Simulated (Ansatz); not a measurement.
## What a change does: single-point calculation on Ge

System: Ge (Fd-3m, 2 atoms in the cell).
Method of run A: DFT r2SCAN, scalar-relativistic, plane waves, PAW, no spin polarisation (Ansatz 0.2.0).

Text and figures count atoms from 1; the logs count them from 0 in places.

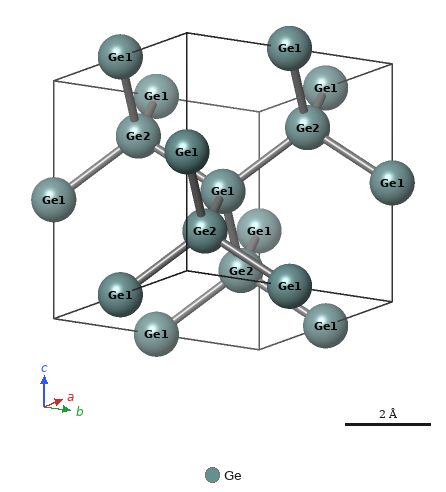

**Figure 1.** The structure as given in the input (ball-and-stick view of the cell 4 times as large as that of the calculation, set on its symmetry axes, seen at an oblique angle; atoms are numbered from 1 in the order of the input). Near neighbours in the crystal (not all of them lie inside the picture): Ge has 4 Ge at 2.50 Å.

### Input file, run A
```yaml
crystal:
  lattice:
    - [0.0, 2.8836883182, 2.8836883182]
    - [2.8836883182, 0.0, 2.8836883182]
    - [2.8836883182, 2.8836883182, 0.0]
  atoms:
    - { symbol: Ge, position: [0.5, 0.5, 0.5] }
    - { symbol: Ge, position: [0.75, 0.75, 0.75] }
basis:
  ecutwfc: 600
  ecutrho_ratio: 5
kpoints:
  mp_grid: { grid: [12, 12, 12] }
hamiltonian:
  xc: r2scan
scf:
  occupations: { method: gaussian, width: 0.05 }
output:
  forces: true
  stress: true
  eigenvalues: true
```

Hardware: 8 threads of an Arm (aarch64) CPU, shared host.

### Output, shortened to warnings, some set-up lines, iterations and results (run A)
```
Basis set: ecut = 600 eV, 1639 PW (Γ), exchange–correlation on 160×160×160 points (64 copies of the dense FFT grid, shifted against one another)
Symmetry: 48 space group operations
k-points: 72 of 1728
Initial density: superposition of atomic densities (neutral atoms: chi_scale 0, normalization atom), corrected by the library's trained network
[...]
SCF iter   1: F=—  HF=-8605.786873 eV  |F-HF|=—  |Δ(HF+E_count)|=         —  Δρ=6.04e-3  dr2=5.45e-3  dr2_τ=3.74e-3  ethr=1.77e-3  ⟨swp⟩=6.0  Hψ=6163  notcnv=0
SCF iter   2: F=—  HF=-8605.793037 eV  |F-HF|=—  |Δ(HF+E_count)|=   6.16e-3  Δρ=1.44e-3  dr2=5.05e-4  dr2_τ=1.81e-5  ethr=1.94e-5  ⟨swp⟩=2.0  Hψ=3168  notcnv=0
SCF iter   3: F=—  HF=-8605.793119 eV  |F-HF|=—  |Δ(HF+E_count)|=   8.15e-5  Δρ=9.23e-4  dr2=1.29e-4  dr2_τ=1.69e-6  ethr=1.80e-6  ⟨swp⟩=2.6  Hψ=2337  notcnv=0
SCF iter   4: F=—  HF=-8605.793162 eV  |F-HF|=—  |Δ(HF+E_count)|=   4.29e-5  Δρ=1.19e-4  dr2=2.30e-6  dr2_τ=3.85e-8  ethr=4.59e-7  ⟨swp⟩=2.0  Hψ=1525  notcnv=0
SCF iter   5: F=—  HF=-8605.793162 eV  |F-HF|=—  |Δ(HF+E_count)|=   7.95e-7  Δρ=6.65e-6  dr2=8.97e-9  dr2_τ=1.33e-10  ethr=8.21e-9  ⟨swp⟩=2.0  Hψ=1485  notcnv=0
SCF iter   6: F=-8605.793162 eV  HF=-8605.793162 eV  |F-HF|=7.64e-11  |Δ(HF+E_count)|=   6.36e-9  Δρ=4.18e-7  dr2=5.70e-11  dr2_τ=1.55e-12  ethr=3.20e-11  ⟨swp⟩=2.0  Hψ=4159  …
SCF 1 converged in 6 iterations: F = -8605.793162 eV  dr2 = 5.70e-11
SCF converged after 6 iterations
Free energy (F): -8605.793162 eV
Harris-Foulkes:  -8605.793162 eV  (|F-HF|=7.64e-11)
Internal energy: -8605.793118 eV  (E = F + TS)
E sigma→0 (E₀):  -8605.793140 eV
Entropy (-TS):   -0.000045 eV (-0.022 meV/atom)
Fermi energy:    7.648358 eV
--- Per-component energies (eV) ---
  E_band       = -335.997711
  E_kinetic    = 220.513642
  E_local      = -5026.205974  (includes V_loc(G=0)·N_el)
  E_nonlocal   = 839.530739
  E_hartree    = 2204.089977
  E_xc         = -137.477455
  E_vxc        = -134.830308  (∫ρ·V_xc dr)
  E_paw        = -4067.982451  (= ΣΔE_a)
  E_vpaw       = -650.802934  (= ΣTr[D̂ρ^β])
  E_aug_tail   = 0.000042  (compensation charges beyond the density's cutoff)
  E_vtau       = 7.616969  (kinetic-family band-sum trace: ∫τ·v_τ [+ j·A + Jᵃ·Aᵃ] dr)
  E_ewald      = -2636.090106
  E_core_change = -2.171532  (= ΣΔE_core)
  E_smearing   = -0.000045  (= −TS)
  E_closure    = 0.000000  (closes the sum)
  Σ components = -8605.793162   (vs F -8605.793162, Δ=0.00e0)
--- Forces (eV/Å), atoms counted from 1 ---
  atom   1  Ge     0.00000000    -0.00000000     0.00000000
  atom   2  Ge     0.00000000    -0.00000000     0.00000000
  max |Σ_I F_I| component: 2.78e-17 eV/Å
--- Stress (GPa, compression-positive) ---
       -3.032032      -0.000000       0.000000
       -0.000000      -3.032032       0.000000
       -0.000000       0.000000      -3.032032
  P = ⅓ Tr σ = -3.0320 GPa (-30.320 kbar)
```

For run B the input was changed thus:
```diff
-  mp_grid: { grid: [12, 12, 12] }
+  mp_grid: { grid: [6, 6, 6] }
-  xc: r2scan
+  xc: pbe
```

What does this change do to the results?

The total energies belong to different methods, so their difference says nothing on which is more stable or more accurate. The pressure goes from −3.03 to −0.06 GPa. The functional changes from r2SCAN to PBE. The number of SCF iterations is the same. The irreducible k-points go from 72 to 16.

### Output, shortened to warnings, some set-up lines, iterations and results (run B)
```
Basis set: ecut = 600 eV, 1639 PW (Γ), exchange–correlation on 80×80×80 points (8 copies of the dense FFT grid, shifted against one another)
Symmetry: 48 space group operations
k-points: 16 of 216
Initial density: superposition of atomic densities (neutral atoms: chi_scale 0, normalization atom), corrected by the library's trained network
[...]
SCF iter   1: F=—  HF=-8589.927182 eV  |F-HF|=—  |Δ(HF+E_count)|=         —  Δρ=1.29e-3  dr2=8.54e-4  ethr=1.77e-3  ⟨swp⟩=6.0  Hψ=1361  notcnv=0
SCF iter   2: F=—  HF=-8589.926897 eV  |F-HF|=—  |Δ(HF+E_count)|=   2.86e-4  Δρ=6.84e-4  dr2=1.77e-4  ethr=3.05e-6  ⟨swp⟩=2.0  Hψ=619  notcnv=0
SCF iter   3: F=—  HF=-8589.926920 eV  |F-HF|=—  |Δ(HF+E_count)|=   2.32e-5  Δρ=2.43e-4  dr2=2.42e-5  ethr=6.32e-7  ⟨swp⟩=2.0  Hψ=514  notcnv=0
SCF iter   4: F=—  HF=-8589.926943 eV  |F-HF|=—  |Δ(HF+E_count)|=   2.31e-5  Δρ=8.07e-5  dr2=2.50e-6  ethr=8.64e-8  ⟨swp⟩=2.1  Hψ=366  notcnv=0
SCF iter   5: F=-8589.926944 eV  HF=-8589.926944 eV  |F-HF|=3.09e-10  |Δ(HF+E_count)|=   1.15e-6  Δρ=8.20e-6  dr2=1.84e-8  ethr=8.94e-9  ⟨swp⟩=2.0  Hψ=514  notcnv=0
SCF iter   6: F=-8589.926944 eV  HF=-8589.926944 eV  |F-HF|=2.03e-9  |Δ(HF+E_count)|=   2.15e-8  Δρ=1.93e-6  dr2=8.60e-10  ethr=6.58e-11  ⟨swp⟩=1.9  Hψ=904  notcnv=0
SCF 1 converged in 6 iterations: F = -8589.926944 eV  dr2 = 8.60e-10
SCF converged after 6 iterations
Free energy (F): -8589.926944 eV
Harris-Foulkes:  -8589.926944 eV  (|F-HF|=2.03e-9)
Internal energy: -8589.926177 eV  (E = F + TS)
E sigma→0 (E₀):  -8589.926561 eV
Entropy (-TS):   -0.000768 eV (-0.384 meV/atom)
Fermi energy:    7.829163 eV
--- Per-component energies (eV) ---
  E_band       = -316.278653
  E_kinetic    = 221.680578
  E_local      = -5023.716486  (includes V_loc(G=0)·N_el)
  E_nonlocal   = 836.853518
  E_hartree    = 2201.575645
  E_xc         = -150.533079
  E_vxc        = -128.390153  (∫ρ·V_xc dr)
  E_paw        = -4039.696288  (= ΣΔE_a)
  E_vpaw       = -625.860070  (= ΣTr[D̂ρ^β])
  E_aug_tail   = 0.000042  (compensation charges beyond the density's cutoff)
  E_ewald      = -2636.090106
  E_smearing   = -0.000768  (= −TS)
  E_closure    = 0.000000  (closes the sum)
  Σ components = -8589.926944   (vs F -8589.926944, Δ=0.00e0)
--- Forces (eV/Å), atoms counted from 1 ---
  atom   1  Ge     0.00000000    -0.00000000     0.00000000
  atom   2  Ge     0.00000000     0.00000000     0.00000000
  max |Σ_I F_I| component: 9.25e-17 eV/Å
--- Stress (GPa, compression-positive) ---
       -0.060437       0.000000      -0.000000
       -0.000000      -0.060437      -0.000000
        0.000000       0.000000      -0.060437
  P = ⅓ Tr σ = -0.0604 GPa (-0.604 kbar)
```

### The two runs side by side

```tsv
quantity	run A	run B
outcome	converged	converged
free energy per atom (eV)	−4302.8966	−4294.9635
gap on the mesh (eV)	0.00	0.00
pressure (GPa)	−3.03	−0.06
largest force (eV/Å)	0.000	0.000
SCF iterations	6	6
irreducible k-points	72	16
plane waves at Γ	1639	1639
wall time (shared host)	3 s	0.71 s
```
